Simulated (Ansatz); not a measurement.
## Band-structure calculation, with input and output: CaO

The run: band-structure calculation of CaO (2 atoms in the cell). Method and program: DFT, r2SCAN, plane waves, PAW, no spin polarisation (Ansatz 0.2.0).

The structure was built on a prototype by a generator. The geometry comes from this level: r2SCAN (a point of a series of strains). It belongs to a series of runs on one base structure; here: epitaxial_111 strain -4.0%. Figures and captions count atoms from 1; the log counts them from 0 in places.

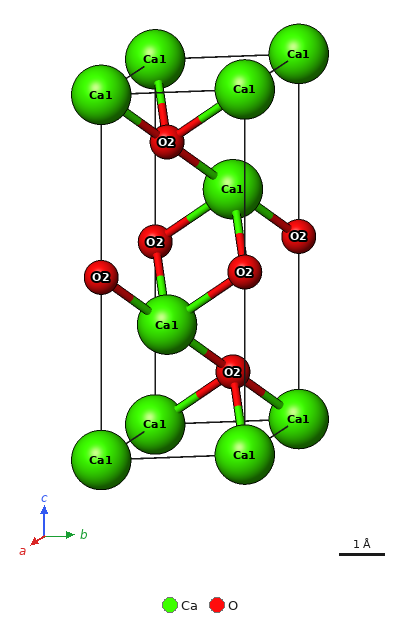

**Figure 1.** The structure (ball-and-stick view of the cell 3 times as large as that of the calculation, set on its symmetry axes, seen slightly off an axis; atoms are numbered from 1 in the order of the input). An atom can appear more than once, as a periodic image. Near neighbours in the periodic cell (some may lie outside the picture): Ca has 6 O at 2.35 Å; O has 6 Ca at 2.35 Å.

### Input
```yaml
crystal:
  lattice:
    - [0.1006070092, 2.4022551182, 2.4022551182]
    - [2.4022551182, 0.1006070092, 2.4022551182]
    - [2.4022551182, 2.4022551182, 0.1006070092]
  atoms:
    - { symbol: Ca, position: [0.0, 0.0, 0.0] }
    - { symbol: O, position: [0.5, 0.5, 0.5] }
kpoints:
  mp_grid: { grid: [10, 10, 10] }
  band_path:
    path:
      - [0.0, 0.0, 0.0]
      - [0.5, 0.0, 0.5]
      - [0.625, 0.25, 0.625]
      - [0.375, 0.375, 0.75]
      - [0.5, 0.5, 0.5]
      - [0.5, 0.25, 0.75]
      - [0.0, 0.5, 0.5]
    npoints: 1
hamiltonian:
  xc: r2scan
scf:
  occupations: { method: fixed }
  n_extra_bands: 4
output:
  forces: true
  stress: true
  eigenvalues: true
  write_density: true
  write_potential: true
  elf: true
  volumetric_format: npy
```

Run on 2 threads of AMD EPYC (Zen 3), 264 GiB of memory available, shared host.

Launched with:
```bash
ansatz run input.yaml --threads 2 --pin off --max-ram 18432MiB --backend cpu --events-out ev --progress --plain --runs-dir out
```

### What the program printed
```
scf.n_extra_bands = 4 over 8 filled bands (N_el = 16.0): the run solves 12 bands
Engine: ansatz 0.2.0, x86_64-unknown-linux-gnu
Pseudopotentials: kind: paw
Pseudopotential: Ca, paw, valence charge 10, recommended cutoff 500 eV (meta_gga), Ca.paw.azcp
Pseudopotential: O, paw, valence charge 6, recommended cutoff 500 eV (meta_gga), O.paw.azcp
Functional definition: r2SCAN
  parameter k0 = 0.174
  parameter k1 = 0.065
  parameter a1 = 4.9479
  exchange = r2scan_x(k0 = k0, k1 = k1, a1 = a1)
  correlation = r2scan_c
Crystal: 2 atoms, lattice volume = 25.985 Å³
Basis set: ecut = 500 eV, 665 PW (Γ), exchange–correlation on 100×100×100 points (64 copies of the dense FFT grid, shifted against one another)
Bands: 12, of which v1, the nominal top of the filled ones, is band 8 counted from 1 (7 counted from 0)
Symmetry: 12 space group operations
Space group: R-3m (ITA 166), of the structure as read, at distance tolerance 3.0e-5 Å
k-points: 116 of 1000
Non-local potential: Ca, projectors of the file, l = 0: 3, l = 1: 2, l = 2: 2
Non-local potential: O, projectors of the file, l = 0: 2, l = 1: 2, l = 2: 1
PAW form: soft (Blöchl's): semilocal exchange-correlation on the pseudo side does not see the compensation charge
PAW frozen core: Ca, regenerated for the run's functional (the file was generated under x = pbe(κ = 0.804, μ = 0.2195149727645171), c = pbe(β = 0.06672455060314922))
PAW frozen core: O, regenerated for the run's functional (the file was generated under x = pbe(κ = 0.804, μ = 0.2195149727645171), c = pbe(β = 0.06672455060314922))
PAW one-centre angular grid: Ca, 302 points (default); XC on 160 Gauss nodes
PAW one-centre angular grid: O, 302 points (default); XC on 160 Gauss nodes
Initial density: superposition of atomic densities (neutral atoms: chi_scale 0, normalization atom), corrected by the library's trained network
Initial wavefunctions: pseudopotential atomic-orbital guess
Functional: x = r2scan, c = r2scan; τ floored in thin density (d = 2e-4 eV/Å³)
SCF iter   1: F=—  HF=-2393.937651 eV  |F-HF|=—  |Δ(HF+E_count)|=         —  Δρ=1.10e-2  dr2=3.78e-2  dr2_τ=6.94e-2  ethr=1.77e-3  ⟨swp⟩=4.5  Hψ=8249  notcnv=0  defer=72
preconditioner: auto → none  [insulator: Δε(μ)=4.310 eV  Ē_g=19.527 eV  n_scr=8 (ndim 8)  ℏωp=27.3 eV  f_vac=0.000  ε∞_Penn≈2.9]
SCF iter   2: F=—  HF=-2394.023394 eV  |F-HF|=—  |Δ(HF+E_count)|=   8.57e-2  Δρ=9.60e-3  dr2=1.33e-2  dr2_τ=3.33e-3  ethr=2.36e-4  ⟨swp⟩=2.2  Hψ=3095  notcnv=0  defer=177
SCF iter   3: F=—  HF=-2394.020343 eV  |F-HF|=—  |Δ(HF+E_count)|=   3.05e-3  Δρ=2.53e-3  dr2=8.10e-4  dr2_τ=8.30e-5  ethr=8.33e-5  ⟨swp⟩=2.0  Hψ=1977  notcnv=0  defer=227
SCF iter   4: F=—  HF=-2394.020254 eV  |F-HF|=—  |Δ(HF+E_count)|=   8.88e-5  Δρ=5.37e-4  dr2=2.41e-5  dr2_τ=8.92e-6  ethr=5.06e-6  ⟨swp⟩=2.8  Hψ=2309  notcnv=0  defer=229
SCF iter   5: F=—  HF=-2394.020258 eV  |F-HF|=—  |Δ(HF+E_count)|=   3.82e-6  Δρ=7.26e-5  dr2=3.02e-7  dr2_τ=1.10e-7  ethr=1.51e-7  ⟨swp⟩=2.0  Hψ=1760  notcnv=0  defer=17
SCF iter   6: F=-2394.020259 eV  HF=-2394.020259 eV  |F-HF|=1.03e-10  |Δ(HF+E_count)|=   3.73e-7  Δρ=7.34e-6  dr2=4.42e-9  dr2_τ=1.11e-9  ethr=6.25e-10  ⟨swp⟩=9.9  Hψ=11192  notcnv=0
SCF 1 converged in 6 iterations: F = -2394.020259 eV  dr2 = 4.42e-9
  greatest PAW one-centre occupation: 0.995 electrons in one spin orbital (limit 2), on the Ca atom at site 0 (counted from 0), in its partial waves of l = 0
```

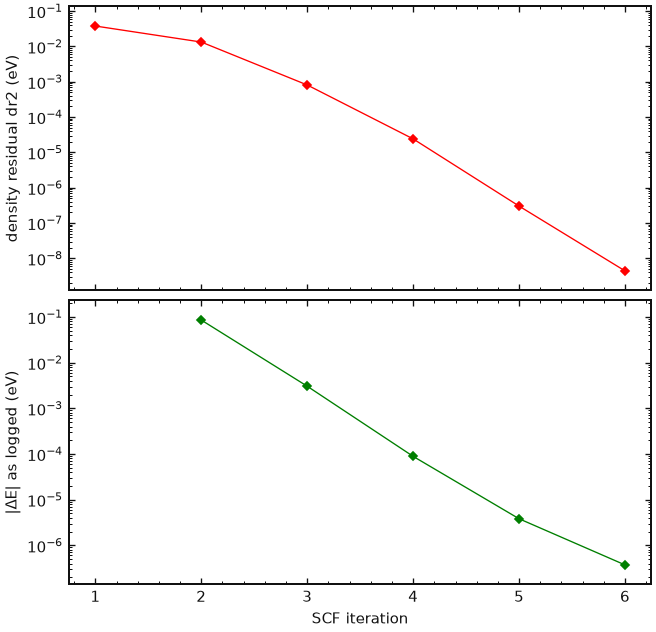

**Figure 2.** Convergence of the self-consistent field: density residual dr2 and size of the energy change against the SCF iteration. The residual falls at every step.

```
NSCF: frozen V_eff on 7 k-points
SCF converged after 6 iterations
Free energy (F): -2394.020259 eV
Harris-Foulkes:  -2394.020259 eV  (|F-HF|=1.03e-10)
Internal energy: -2394.020259 eV  (E = F + TS)
E sigma→0 (E₀):  -2394.020259 eV
Fermi energy:    8.205726 eV
--- Per-component energies (eV) ---
  E_band       = -100.732963
  E_kinetic    = 459.420802
  E_local      = -855.830381  (includes V_loc(G=0)·N_el)
  E_nonlocal   = 110.695815
  E_hartree    = 284.161892
  E_xc         = -212.989887
  E_vxc        = -303.598219  (∫ρ·V_xc dr)
  E_paw        = -1023.899093  (= ΣΔE_a)
  E_vpaw       = -98.319041  (= ΣTr[D̂ρ^β])
  E_aug_tail   = 0.000988  (compensation charges beyond the density's cutoff)
  E_vtau       = 18.572985  (kinetic-family band-sum trace: ∫τ·v_τ [+ j·A + Jᵃ·Aᵃ] dr)
  E_ewald      = -1155.327789
  E_core_change = -0.252606  (= ΣΔE_core)
  E_smearing   = -0.000000  (= −TS)
  E_closure    = 0.000000  (closes the sum)
  Σ components = -2394.020259   (vs F -2394.020259, Δ=0.00e0)
--- Forces (eV/Å), atoms counted from 1 ---
  atom   1  Ca     0.00000000    -0.00000000     0.00000000
  atom   2  O     -0.00000000    -0.00000000    -0.00000000
  max |Σ_I F_I| component: 1.68e-29 eV/Å
--- Stress (GPa, compression-positive) ---
        7.585666      -3.793385      -3.793385
       -3.793385       7.585666      -3.793385
       -3.793385      -3.793385       7.585666
  P = ⅓ Tr σ = 7.5857 GPa (75.857 kbar)
--- Band table (eV; the first three rows and the last of 116) ---
  k-point 0: bands = ["-30.7111", "-10.5564", "-10.5392", "-10.5392", "-8.4786", "7.9706", "8.2057", "8.2057", "13.9428", "14.8654", "15.2931", "15.2931"]
  k-point 1: bands = ["-30.6973", "-10.7693", "-10.5582", "-10.5483", "-8.2502", "7.7665", "7.8765", "8.0555", "14.3283", "15.1567", "15.2271", "15.4936"]
  k-point 2: bands = ["-30.6609", "-11.2314", "-10.5719", "-10.5677", "-7.7867", "7.0040", "7.4274", "7.6939", "15.0324", "15.2897", "16.0312", "16.0546"]
  k-point 115: bands = ["-30.6019", "-12.0733", "-10.5762", "-10.5762", "-6.8497", "5.3569", "7.0387", "7.0387", "15.9195", "17.2349", "17.2349", "17.9252"]
```

### File bands.tsv
```
# k_distance	band_0	band_1	band_2	band_3	band_4	band_5	band_6	band_7	band_8	band_9	band_10	band_11
# fermi_ev = 8.205726
# lock_threshold_ev = 1e-6
# [0, 0, 0] at k_distance = 0.000000
# [0.5, 0, 0.5] at k_distance = 1.337522
# [0.625, 0.25, 0.625] at k_distance = 1.800514
# [0.375, 0.375, 0.75] at k_distance = 2.636361
# [0.5, 0.5, 0.5] at k_distance = 3.472208
# [0.5, 0.25, 0.75] at k_distance = 4.437360
# [0, 0.5, 0.5] at k_distance = 5.957321
# levels_relative_to = fermi_ev
# free_energy_ev = -2394.020259
# largest_residual_norms_ev = 1.313e-3 9.139e-4 9.982e-4 1.271e-3 3.261e-4 9.057e-4 9.027e-4 1.349e-3 6.326e-4 5.478e-4 1.063e-3 1.886e-3
0.000000	-38.916791	-18.762090	-18.744905	-18.744905	-16.684365	-0.235145	0.000000	0.000000	5.737115	6.659688	7.087364	7.087364
1.337522	-38.739505	-19.513856	-19.031515	-19.009988	-16.467759	-1.365195	-0.537969	-0.344903	4.059962	9.124271	9.874461	10.536328
1.800514	-38.746491	-19.560733	-19.349910	-18.939541	-15.900642	-1.498730	-1.287347	-0.779996	5.584956	9.022389	9.607244	10.011232
2.636361	-38.746491	-19.560733	-19.349910	-18.939541	-15.900642	-1.498730	-1.287347	-0.779996	5.584956	9.022389	9.607244	10.011232
3.472208	-38.807595	-20.279060	-18.781878	-18.781878	-15.055428	-2.848820	-1.167006	-1.167006	7.713725	9.029135	9.029135	9.719464
4.437360	-38.737905	-19.388557	-19.335548	-19.193252	-15.876213	-1.473326	-1.190546	-1.069753	6.930453	7.105984	9.445756	10.512260
5.957321	-38.739505	-19.513856	-19.031515	-19.009988	-16.467759	-1.365195	-0.537969	-0.344903	4.059962	9.124271	9.874461	10.536328
```

### File rho_z.tsv
```
# z_ang	rho[e/angstrom^3]
# format = ansatz-planar-average/11
# lattice	0.100607009	2.402255118	2.402255118
# lattice	2.402255118	0.100607009	2.402255118
# lattice	2.402255118	2.402255118	0.100607009
# sites	2
# site	20	0.000000000	0.000000000	0.000000000
# site	8	2.452558623	2.452558623	2.452558623
0.000000	8.717770e-1
0.135952	8.496895e-1
0.271903	7.861846e-1
0.407855	6.906730e-1
0.543807	5.813789e-1
0.679758	4.826200e-1
0.815710	4.169107e-1
0.951662	4.002341e-1
1.087613	4.385746e-1
1.223565	5.216401e-1
1.359516	6.228335e-1
1.495468	7.102891e-1
1.631420	7.597512e-1
1.767371	7.597512e-1
1.903323	7.102891e-1
2.039275	6.228335e-1
2.175226	5.216401e-1
2.311178	4.385746e-1
2.447130	4.002341e-1
2.583081	4.169107e-1
2.719033	4.826200e-1
2.854985	5.813789e-1
2.990936	6.906730e-1
3.126888	7.861846e-1
3.262839	8.496895e-1
```

### File v_z.tsv
```
# z_ang	v_es[eV]	v_tot[eV]
# format = ansatz-planar-average/11
# xc	r2scan
# density_cutoff_ev	2000
# datasets	Ca=:simpson_from_first_knot:soft:shift=0	O=:simpson_from_first_knot:soft:shift=0
# lattice	0.100607009	2.402255118	2.402255118
# lattice	2.402255118	0.100607009	2.402255118
# lattice	2.402255118	2.402255118	0.100607009
# sites	2
# site	20	0.000000000	0.000000000	0.000000000
# site	8	2.452558623	2.452558623	2.452558623
0.000000	-1.407281e0	-1.332647e1
0.135952	-1.097209e0	-1.299517e1
0.271903	-2.127469e-1	-1.200945e1
0.407855	1.152390e0	-1.043494e1
0.543807	2.814126e0	-8.488874e0
0.679758	4.600435e0	-6.430352e0
0.815710	6.100156e0	-4.778412e0
0.951662	6.818499e0	-4.004360e0
1.087613	6.916072e0	-3.894551e0
1.223565	6.703335e0	-4.253600e0
1.359516	6.302412e0	-4.975883e0
1.495468	5.881884e0	-5.660722e0
1.631420	5.628414e0	-6.000641e0
1.767371	5.628414e0	-6.000641e0
1.903323	5.881884e0	-5.660722e0
2.039275	6.302412e0	-4.975883e0
2.175226	6.703335e0	-4.253600e0
2.311178	6.916072e0	-3.894551e0
2.447130	6.818499e0	-4.004360e0
2.583081	6.100156e0	-4.778412e0
2.719033	4.600435e0	-6.430352e0
2.854985	2.814126e0	-8.488874e0
2.990936	1.152390e0	-1.043494e1
3.126888	-2.127469e-1	-1.200945e1
3.262839	-1.097209e0	-1.299517e1
```

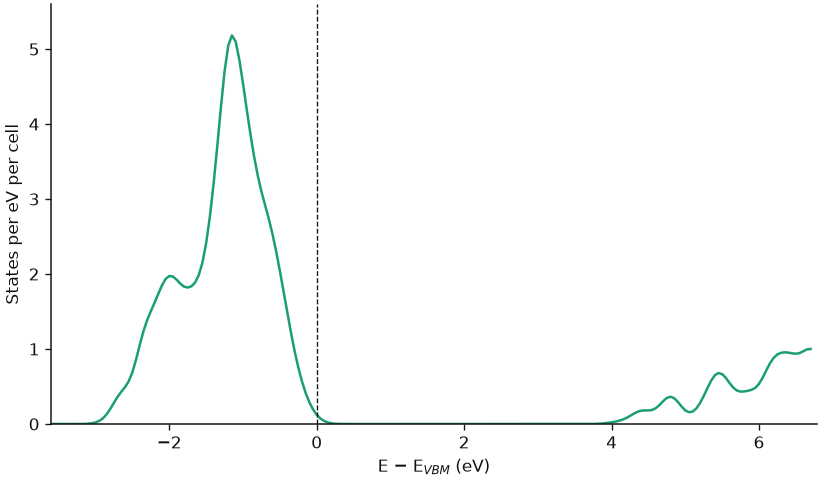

**Figure 3.** Density of states (the curve is built from the levels of the k mesh with Gaussians 0.3 eV wide, which also blur the band edges), with energies from the valence-band top. There is a gap of 4.06 eV on the k-point mesh. Small ripples come from the finite k-point mesh.

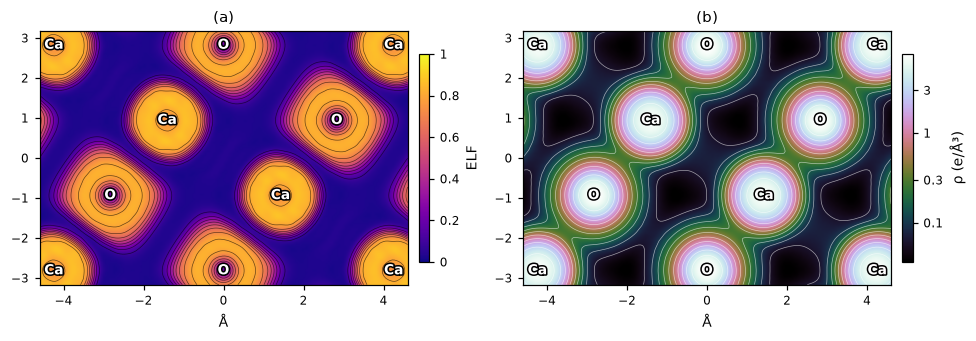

**Figure 4.** (a) electron localisation function; (b) valence pseudo-density on the (110) plane of the conventional cell. Atoms in the plane: Ca and O. Away from the nuclei the density in this plane falls to 0.04 e/Å³ at its lowest. The strong features right at Ca lie inside the PAW spheres (semicore, d or f shells) and say nothing about bonding. In a PAW calculation such maps are meaningful between the atoms, not at the nuclei.

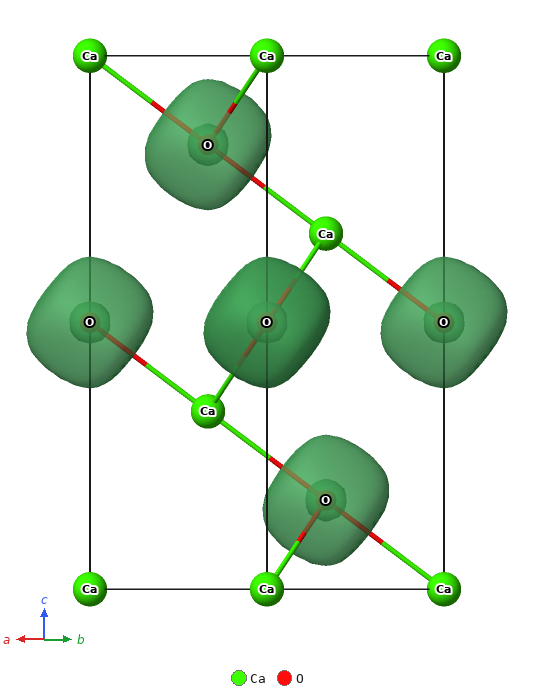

**Figure 5.** Isosurface of the electron localisation function at 0.65 (green), seen along [110]. Core shells and regions of very low density are left out. Sticks mark near contacts. The outline is the cell set on symmetry axes. Values along the shortest contacts: Ca–O (2.35 Å): the ELF is about 0.10 at the midpoint (a largely ionic contact).

### Summary

| quantity | value |
| --- | --- |
| outcome | converged |
| space group (tolerance 0.01 Å) | R-3m (166) |
| electrons treated | 16 |
| free energy | −2394.0203 eV |
| Fermi energy | 8.206 eV |
| gap on the k-point mesh | 4.06 eV |
| pressure | 7.59 GPa |
| largest force (length of the vector) | under 0.001 eV/Å |
| wall time | 2.1 s (CPU time 3.8 s) |
| peak memory | 0.53 GiB |

The cell is under a pressure of 7.6 GPa at this level, so it is not at its equilibrium volume.
